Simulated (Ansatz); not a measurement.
**TiS2: a short trajectory by PAW and LAPW**

Aim: follow TiS2 in time (15 steps of 3 fs at constant energy, with velocities drawn for 300 K) with PAW and LAPW. Both runs start alike, so that frozen cores can be judged against all electrons.

All numbers below are computed with Ansatz 0.2.0 (DFT LDA, scalar-relativistic).

## (1) The structure to begin with

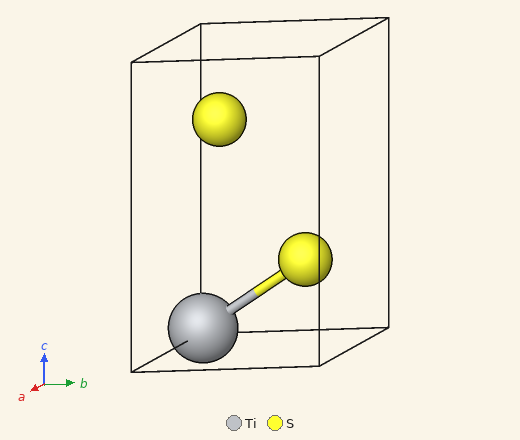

The starting structure, seen slightly off an axis (titanium light grey, sulfur yellow). Each atom of the cell is drawn once.

Coordinates:

```cif
data_structure
_symmetry_space_group_name_H-M 'P 1'
_symmetry_Int_Tables_number 1
_cell_length_a 3.4120
_cell_length_b 3.4120
_cell_length_c 5.6950
_cell_angle_alpha 90.000
_cell_angle_beta 90.000
_cell_angle_gamma 120.000
_cell_volume 57.42
loop_
_atom_site_label
_atom_site_type_symbol
_atom_site_fract_x
_atom_site_fract_y
_atom_site_fract_z
_atom_site_occupancy
Ti1 Ti 0.00000 0.00000 0.00000 1
S1 S 0.33333 0.66667 0.25000 1
S2 S 0.66667 0.33333 0.75000 1
```

The cell comes from a crystallographic database entry that wasn't checked; take it as a given geometry, which may be far from equilibrium.

## (2) Frozen-core PAW

Input file input.yaml:

```yaml
crystal:
  lattice:
    - [3.412, 0.0, 0.0]
    - [-1.706, 2.9548786777, 0.0]
    - [0.0, 0.0, 5.695]
  atoms:
    - { symbol: Ti, position: [0.0, 0.0, 0.0] }
    - { symbol: S, position: [0.3333333333, 0.6666666667, 0.25] }
    - { symbol: S, position: [0.6666666667, 0.3333333333, 0.75] }
kpoints:
  mp_grid: { grid: [6, 6, 4] }
scf:
  occupations: { method: fermi_dirac, width: 0.08 }
hamiltonian:
  xc: lda
  pseudopotentials: { kind: paw }
output:
  forces: true
  stress: true
md:
  timestep: 3.0
  n_steps: 15
  ensemble: nve
  temperature: 300
  initial_velocities: maxwell_boltzmann
  seed: 181807
```

The run is started by

```
$ ansatz run input.yaml --threads 2 --pin off --max-ram 6144MiB --backend cpu --events-out ev --progress --plain --runs-dir out
```

Log, cut to the lines that bear on the results:

```text
Warning: md: disabling space-group detection — thermal motion breaks the input geometry's symmetry, so no spatial operation reduces the k-mesh or symmetrises the density; time reversal is kept, so that k and −k are solved as one point where they differ and the mesh holds both, and exact [...]
Warning: output.stress: scf.convergence.dr2_threshold = 3e-9 eV (the default of an md: trajectory) is looser than the 3e-10 eV advised for a printed stress (1e-10 eV for each atom of the cell: 3). What an SCF threshold leaves in a stress goes as its square root, and in the free energy as [...]
Pseudopotentials: kind: paw
Pseudopotential: Ti, paw, valence charge 12, recommended cutoff 420 eV (normal)
Pseudopotential: S, paw, valence charge 6, recommended cutoff 420 eV (normal)
Functional definition: SPW92
[...]
Crystal: 3 atoms, lattice volume = 57.417 Å³
Basis set: ecut = 420 eV, 1123 PW (Γ)
Bands: 16, of which v1, the nominal top of the filled ones, is band 12 counted from 1 (11 counted from 0)
Symmetry: 1 space group operations
k-points: 76 of 144 (time reversal used)
[...]
SCF iter   1: F=—  HF=-4193.399360 eV  |F-HF|=—  |Δ(HF+E_count)|=         —  Δρ=7.77e-3  dr2=5.66e-2  ethr=1.77e-3  ⟨swp⟩=5.0  Hψ=6435  notcnv=0
[...]
md step     0: t =     0.00 fs  T =   300.0 K  F+E_penalty+E_count = -4193.39203097 eV  E_kin = 0.077556 eV  conserved = -4193.31447497 eV  P_inst = -6.0253 GPa  (8 SCF iters)
[...]
md step     2: t =     6.00 fs  T =   267.6 K  F+E_penalty+E_count = -4193.38361441 eV  E_kin = 0.069174 eV  conserved = -4193.31444013 eV  P_inst = -6.2097 GPa  (7 SCF iters)
[...]
md step     3: t =     9.00 fs  T =   243.2 K  F+E_penalty+E_count = -4193.37729086 eV  E_kin = 0.062877 eV  conserved = -4193.31441370 eV  P_inst = -6.1614 GPa  (7 SCF iters)
[...]
SCF iter   4: F=—  HF=-4193.370146 eV  |F-HF|=—  |Δ(HF+E_count)|=   1.83e-6  Δρ=1.29e-5  dr2=2.38e-7  ethr=8.68e-9  ⟨swp⟩=2.3  Hψ=2090  notcnv=0
```

## (3) More of the same log: 15 steps of 3.0 fs from 300 K

The log, continued, cut to the lines that bear on the results:

```text
SCF iter   5: F=—  HF=-4193.370146 eV  |F-HF|=—  |Δ(HF+E_count)|=   3.82e-8  Δρ=4.70e-6  dr2=3.47e-8  ethr=9.91e-10  ⟨swp⟩=2.3  Hψ=1950  notcnv=0
[...]
md step     4: t =    12.00 fs  T =   215.7 K  F+E_penalty+E_count = -4193.37014613 eV  E_kin = 0.055764 eV  conserved = -4193.31438220 eV  P_inst = -6.0240 GPa  (7 SCF iters)
[...]
md step     7: t =    21.00 fs  T =   136.2 K  F+E_penalty+E_count = -4193.34949290 eV  E_kin = 0.035218 eV  conserved = -4193.31427490 eV  P_inst = -5.1694 GPa  (3 SCF iters)
[...]
md step    10: t =    30.00 fs  T =   106.9 K  F+E_penalty+E_count = -4193.34186653 eV  E_kin = 0.027629 eV  conserved = -4193.31423711 eV  P_inst = -3.9370 GPa  (6 SCF iters)
[...]
md step    13: t =    39.00 fs  T =   145.0 K  F+E_penalty+E_count = -4193.35183910 eV  E_kin = 0.037473 eV  conserved = -4193.31436571 eV  P_inst = -2.7149 GPa  (4 SCF iters)
[...]
md step    15: t =    45.00 fs  T =   179.5 K  F+E_penalty+E_count = -4193.36088832 eV  E_kin = 0.046415 eV  conserved = -4193.31447304 eV  P_inst = -2.0513 GPa  (7 SCF iters)
SCF converged after 7 iterations
Free energy (F): -4193.360888 eV
[...]
E sigma→0 (E₀):  -4193.355400 eV
Entropy (-TS):   -0.010977 eV (-3.659 meV/atom)
Fermi energy:    7.505490 eV
[...]
--- Forces (eV/Å), atoms counted from 1 ---
  atom   1  Ti    -0.09819234     0.12647653    -0.04525953
  atom   2  S      0.46483798    -0.35705604     0.29644024
  atom   3  S     -0.36664659     0.23058166    -0.25116855
[...]
--- Stress (GPa, compression-positive) ---
       -2.761587      -0.871210       3.117144
       -0.871210      -3.900502      -2.152363
        3.117144      -2.152363       0.119729
  P = ⅓ Tr σ = -2.1808 GPa (-21.808 kbar)
--- MD trajectory: 15 steps, t = 0.0 → 45.0 fs ---
  final state: T = 179.5 K   F+E_penalty+E_count = -4193.36088832 eV   E_kin = 0.046415 eV
  conserved energy: peak-to-peak 2.422e-4 eV (8.075e-5 eV/atom) over 45.0 fs
```

It took 41 s on 2 threads of Arm Neoverse V1, shared host; peak memory 0.41 GiB.

## (4) The trajectory

The trajectory, every 2 steps (energies from step 0); msd is the mean square displacement from the start, the centre of mass held:

```
time (fs)  T (K)  potential energy change (meV/atom)  total energy change (meV/atom)  pressure (GPa)  msd S (Å²)  msd Ti (Å²)
      0.0    300                                 0.0                            0.00            -6.0       0.000        0.000
      6.0    268                                 2.8                            0.01            -6.2       0.001        0.000
     12.0    216                                 7.3                            0.03            -6.0       0.002        0.001
     18.0    160                                12.1                            0.06            -5.5       0.005        0.002
     24.0    119                                15.7                            0.08            -4.8       0.007        0.002
     30.0    107                                16.7                            0.08            -3.9       0.009        0.003
     36.0    127                                14.9                            0.06            -3.1       0.010        0.003
     42.0    164                                11.8                            0.02            -2.4       0.011        0.004
     45.0    180                                10.4                            0.00            -2.1       0.011        0.004
```

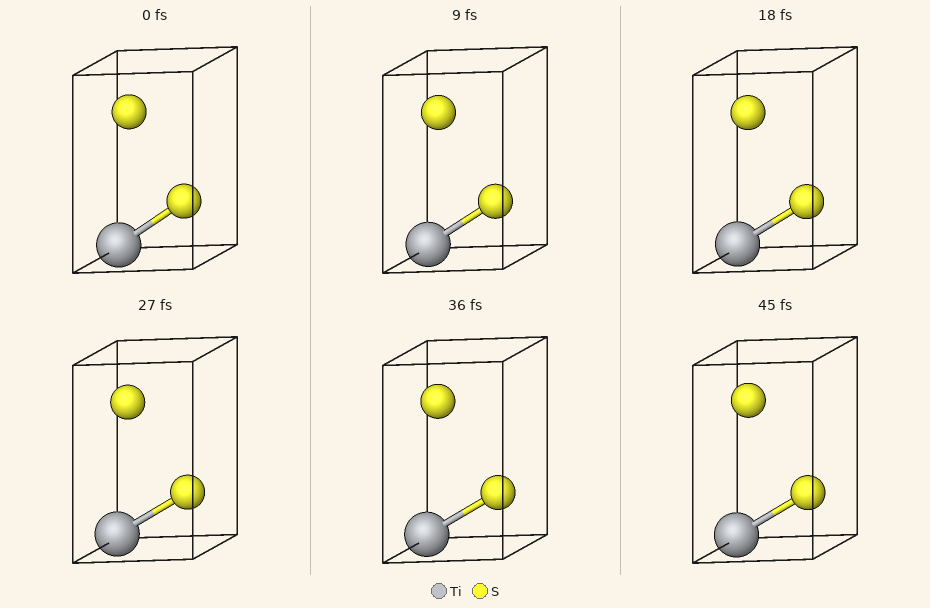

The system at six times, viewed slightly off an axis. Each atom of the cell is drawn once. Atoms are followed across the cell's faces. Sticks are the contacts of the first frame, kept unless stretched by 40 %.

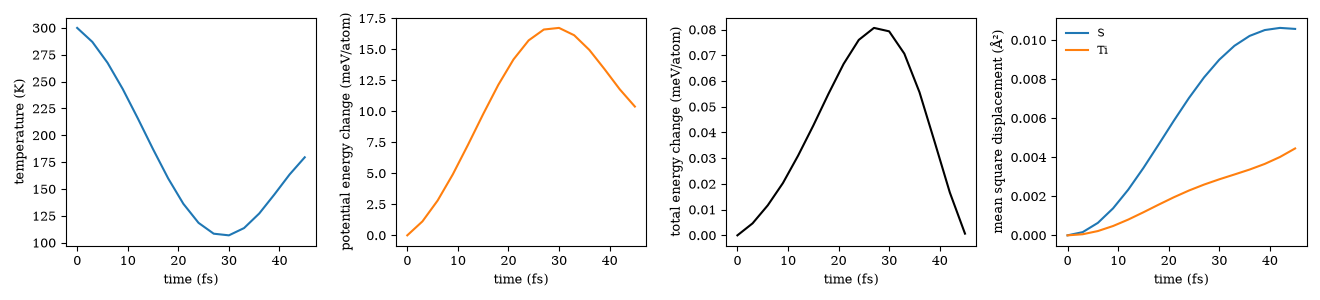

Time series of the run, each on its own scale.

## (5) Positions and forces

Positions (Å) and forces (eV/Å):

```xyz
3
Lattice="3.412 0.000 0.000 -1.706 2.955 0.000 0.000 0.000 5.695" Properties=species:S:1:pos:R:3:forces:R:3 pbc="T T T" time_fs=6.0 T=268 dE=0.0084
Ti    0.002   -0.010    0.010   -0.018    0.027   -0.223
S    -0.018    1.993    1.420    0.112   -0.105   -0.336
S     1.721    0.978    4.260   -0.094    0.078    0.559
3
Lattice="3.412 0.000 0.000 -1.706 2.955 0.000 0.000 0.000 5.695" Properties=species:S:1:pos:R:3:forces:R:3 pbc="T T T" time_fs=12.0 T=216 dE=0.0219
Ti    0.004   -0.021    0.019   -0.058    0.058   -0.434
S    -0.036    2.014    1.412    0.237   -0.213   -0.201
S     1.735    0.972    4.255   -0.179    0.155    0.635
3
Lattice="3.412 0.000 0.000 -1.706 2.955 0.000 0.000 0.000 5.695" Properties=species:S:1:pos:R:3:forces:R:3 pbc="T T T" time_fs=18.0 T=160 dE=0.0364
Ti    0.006   -0.031    0.024   -0.110    0.084   -0.600
S    -0.050    2.034    1.402    0.366   -0.312   -0.031
S     1.747    0.967    4.256   -0.256    0.229    0.630
3
Lattice="3.412 0.000 0.000 -1.706 2.955 0.000 0.000 0.000 5.695" Properties=species:S:1:pos:R:3:forces:R:3 pbc="T T T" time_fs=24.0 T=119 dE=0.0471
Ti    0.007   -0.040    0.026   -0.159    0.099   -0.683
S    -0.061    2.050    1.392    0.480   -0.390    0.141
S     1.756    0.965    4.265   -0.321    0.291    0.542
3
Lattice="3.412 0.000 0.000 -1.706 2.955 0.000 0.000 0.000 5.695" Properties=species:S:1:pos:R:3:forces:R:3 pbc="T T T" time_fs=27.0 T=108 dE=0.0498
Ti    0.007   -0.044    0.024   -0.176    0.102   -0.684
S    -0.065    2.056    1.388    0.524   -0.416    0.215
S     1.760    0.965    4.271   -0.348    0.314    0.468
3
Lattice="3.412 0.000 0.000 -1.706 2.955 0.000 0.000 0.000 5.695" Properties=species:S:1:pos:R:3:forces:R:3 pbc="T T T" time_fs=33.0 T=114 dE=0.0484
Ti    0.006   -0.052    0.018   -0.184    0.101   -0.587
S    -0.067    2.065    1.380    0.569   -0.437    0.318
S     1.764    0.968    4.287   -0.385    0.336    0.269
3
Lattice="3.412 0.000 0.000 -1.706 2.955 0.000 0.000 0.000 5.695" Properties=species:S:1:pos:R:3:forces:R:3 pbc="T T T" time_fs=39.0 T=145 dE=0.0402
Ti    0.004   -0.060    0.008   -0.155    0.101   -0.364
S    -0.064    2.070    1.376    0.548   -0.414    0.344
S     1.764    0.974    4.307   -0.393    0.313    0.019
3
Lattice="3.412 0.000 0.000 -1.706 2.955 0.000 0.000 0.000 5.695" Properties=species:S:1:pos:R:3:forces:R:3 pbc="T T T" time_fs=45.0 T=180 dE=0.0311
Ti    0.001   -0.067   -0.005   -0.098    0.126   -0.045
S    -0.054    2.070    1.376    0.465   -0.357    0.296
S     1.759    0.984    4.326   -0.367    0.231   -0.251
```

## (6) All-electron LAPW

input.yaml: that of step 2 with these lines changed.

```diff
@@ -15,3 +15,3 @@
   xc: lda
-  pseudopotentials: { kind: paw }
+  pseudopotentials: { kind: all_electron, lapw: { basis_error: 0.001 } }
 output:
```

The run is started by

```
$ ansatz run input.yaml --threads 2 --pin off --max-ram 6144MiB --backend cpu --events-out ev --progress --plain --runs-dir out
```

Log, cut to the lines that bear on the results:

```text
Warning: md: disabling space-group detection — thermal motion breaks the input geometry's symmetry, so no spatial operation reduces the k-mesh or symmetrises the density; time reversal is kept, so that k and −k are solved as one point where they differ and the mesh holds both, and exact [...]
LAPW: plane waves up to 8.359 Å⁻¹, error target 1.0e-3 eV per atom; small_component_spin mean_spin; S in spheres of 1.062 Å, 14 of its electrons in bands, Dirac shells []; Ti in spheres of 1.295 Å, 12 of its electrons in bands, Dirac shells []
[...]
Pseudopotentials: kind: all_electron
Pseudopotential: Ti, LAPW, valence charge 12, Koelling and Harmon's equation, gaussian nucleus
Pseudopotential: S, LAPW, valence charge 14, Koelling and Harmon's equation, gaussian nucleus
[... 1 set-up line as earlier in the session ...]
[...]
Crystal: 3 atoms, lattice volume = 57.417 Å³
Basis set: ecut = 266.2316065762103 eV, 573 PW (Γ), exchange–correlation at level 2
Bands: 24, of which v1, the nominal top of the filled ones, is band 20 counted from 1 (19 counted from 0)
[... 1 set-up line as earlier in the session ...]
k-points: 76 of 144 (time reversal used)
[...]
SCF iter   1: F=—  HF=-44849.372640 eV  |F-HF|=—  |Δ(HF+E_count)|=         —  Δρ=4.94e-2  dr2=1.81e0  ethr=4.51e-3  ⟨swp⟩=2.0  Hψ=13160  notcnv=0
[...]
the basis was enlarged: its passes take 114.3 KiB over the memory plan, 2 of 2 planned eigensolver slots
[...]
md step     0: t =     0.00 fs  T =   300.0 K  F+E_penalty+E_count = -44848.54256849 eV  E_kin = 0.077556 eV  conserved = -44848.46501249 eV  P_inst = -5.9964 GPa  (9 SCF iters)
[...]
md step     4: t =    12.00 fs  T =   215.4 K  F+E_penalty+E_count = -44848.52059545 eV  E_kin = 0.055676 eV  conserved = -44848.46491974 eV  P_inst = -5.9984 GPa  (6 SCF iters)
[...]
md step     5: t =    15.00 fs  T =   186.6 K  F+E_penalty+E_count = -44848.51302861 eV  E_kin = 0.048238 eV  conserved = -44848.46488387 eV  P_inst = -5.7798 GPa  (6 SCF iters)
[...]
```

## (7) The log goes on: 15 steps of 3.0 fs from 300 K, LAPW in place of PAW files

The log, continued, cut to the lines that bear on the results:

```text
SCF iter   1: F=—  HF=-44848.506326 eV  |F-HF|=—  |Δ(HF+E_count)|=         —  Δρ=1.16e-3  dr2=1.17e-3  ethr=2.20e-6  ⟨swp⟩=4.0  Hψ=11839  notcnv=0
[...]
md step     6: t =    18.00 fs  T =   159.1 K  F+E_penalty+E_count = -44848.50588463 eV  E_kin = 0.041132 eV  conserved = -44848.46484629 eV  P_inst = -5.4923 GPa  (6 SCF iters)
[...]
md step     8: t =    24.00 fs  T =   117.5 K  F+E_penalty+E_count = -44848.49506181 eV  E_kin = 0.030373 eV  conserved = -44848.46478253 eV  P_inst = -4.7612 GPa  (6 SCF iters)
[...]
md step    10: t =    30.00 fs  T =   105.9 K  F+E_penalty+E_count = -44848.49204776 eV  E_kin = 0.027369 eV  conserved = -44848.46477237 eV  P_inst = -3.9226 GPa  (3 SCF iters)
[...]
md step    12: t =    36.00 fs  T =   126.4 K  F+E_penalty+E_count = -44848.49743858 eV  E_kin = 0.032688 eV  conserved = -44848.46484415 eV  P_inst = -3.0918 GPa  (3 SCF iters)
[...]
NSCF: frozen V_eff on 76 k-points
[...]
SCF converged after 7 iterations
Free energy (F): -44848.511222 eV
[...]
E sigma→0 (E₀):  -44848.505713 eV
Entropy (-TS):   -0.011016 eV (-3.672 meV/atom)
Fermi energy:    8.225720 eV
[...]
--- Forces (eV/Å), atoms counted from 1 ---
  atom   1  Ti    -0.09742364     0.12702401    -0.04307304
  atom   2  S      0.46386812    -0.35696197     0.29279700
  atom   3  S     -0.36644357     0.22994064    -0.24971747
[...]
--- Stress (GPa, compression-positive) ---
       -2.752427      -0.872579       3.113467
       -0.872579      -3.893293      -2.150333
        3.113467      -2.150333       0.110986
  P = ⅓ Tr σ = -2.1782 GPa (-21.782 kbar)
--- Band table (eV; the first three rows and the last of 76) ---
[...]
--- MD trajectory: 15 steps, t = 0.0 → 45.0 fs ---
  final state: T = 179.1 K   F+E_penalty+E_count = -44848.51122164 eV   E_kin = 0.046306 eV
  conserved energy: peak-to-peak 2.446e-4 eV (8.154e-5 eV/atom) over 45.0 fs
```

It took 5.5 min on 2 threads of Arm Neoverse V1, shared host; peak memory 0.5 GiB.

## (8) The trajectory

Every step; energies are changes from step 0; msd is the mean square displacement from the start, the centre of mass held:

```csv
time (fs),T (K),potential energy change (meV/atom),total energy change (meV/atom),pressure (GPa),msd S (Å²),msd Ti (Å²)
0.0,300,0.0,0.00,-6.0,0.000,0.000
3.0,287,1.1,0.00,-6.1,0.000,0.000
6.0,268,2.8,0.01,-6.2,0.001,0.000
9.0,243,4.9,0.02,-6.1,0.001,0.000
12.0,215,7.3,0.03,-6.0,0.002,0.001
15.0,187,9.8,0.04,-5.8,0.003,0.001
18.0,159,12.2,0.06,-5.5,0.005,0.002
21.0,135,14.3,0.07,-5.1,0.006,0.002
24.0,117,15.8,0.08,-4.8,0.007,0.002
27.0,107,16.7,0.08,-4.3,0.008,0.003
30.0,106,16.8,0.08,-3.9,0.009,0.003
33.0,113,16.2,0.07,-3.5,0.010,0.003
36.0,126,15.0,0.06,-3.1,0.010,0.003
39.0,144,13.5,0.04,-2.7,0.010,0.004
42.0,163,11.9,0.02,-2.4,0.011,0.004
45.0,179,10.4,0.00,-2.0,0.010,0.004
```

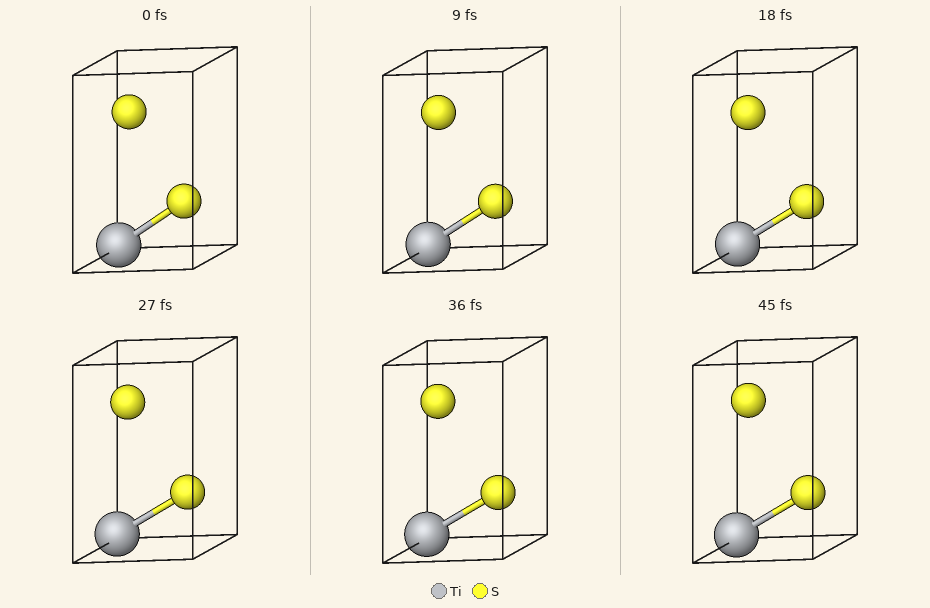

Six frames of the run, seen slightly off an axis. Each atom of the cell is drawn once. Atoms are followed across the cell's faces. Sticks are the contacts of the first frame, kept unless stretched by 40 %.

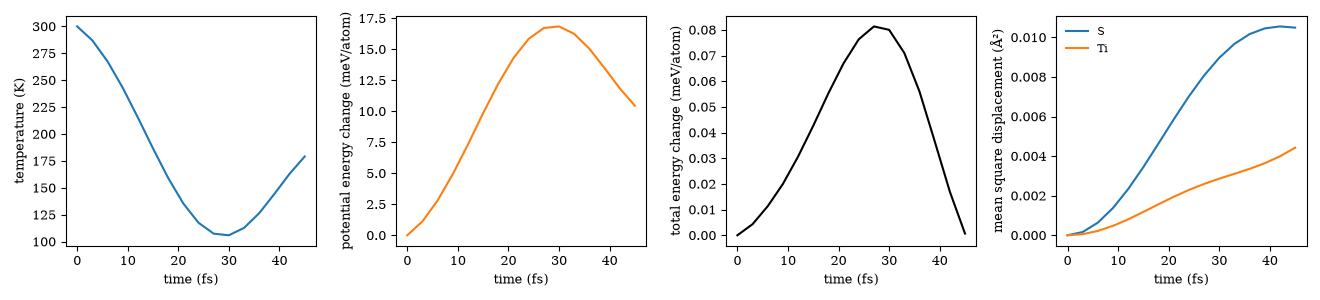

Traces against time; each panel has its own scale.

## (9) Summary of results

| quantity | value |
| --- | --- |
| PAW: length | 15 steps of 3 fs |
| PAW: temperature, first and last step | 300 and 180 K |
| PAW: temperature, second half | mean 133 K, from 107 to 180 K |
| PAW: potential energy, second half | +14 meV/atom from this run's first step |
| PAW: largest change of the total energy | 0.08 meV/atom |
| PAW: mean square displacement, second half | S 0.009, Ti 0.003 Å² |
| LAPW: length | 15 steps of 3 fs |
| LAPW: temperature, first and last step | 300 and 179 K |
| LAPW: temperature, second half | mean 132 K, from 106 to 179 K |
| LAPW: potential energy, second half | +15 meV/atom from this run's first step |
| LAPW: largest change of the total energy | 0.08 meV/atom |
| LAPW: mean square displacement, second half | S 0.009, Ti 0.003 Å² |

**Reading.** The temperature starts at 300 K and averages 133 K in the second half, where it ranges from 107 to 180 K. The total energy strays from its start by at most 0.08 meV/atom, 0.5 % of the mean kinetic energy, so a step of 3 fs is short enough over this time. The farthest move is 0.13 Å, against a mean nearest distance of 2.4 Å at the start: no atom has changed site so far. From the same start the temperatures of the two runs stay within 1.1 K of each other. A run of 45 fs with 3 atoms shows the motion but fixes no equilibrium value. LAPW took about 8 times as long as PAW (5.5 min against 41 s, on a shared host and with the outputs that each input asks for).
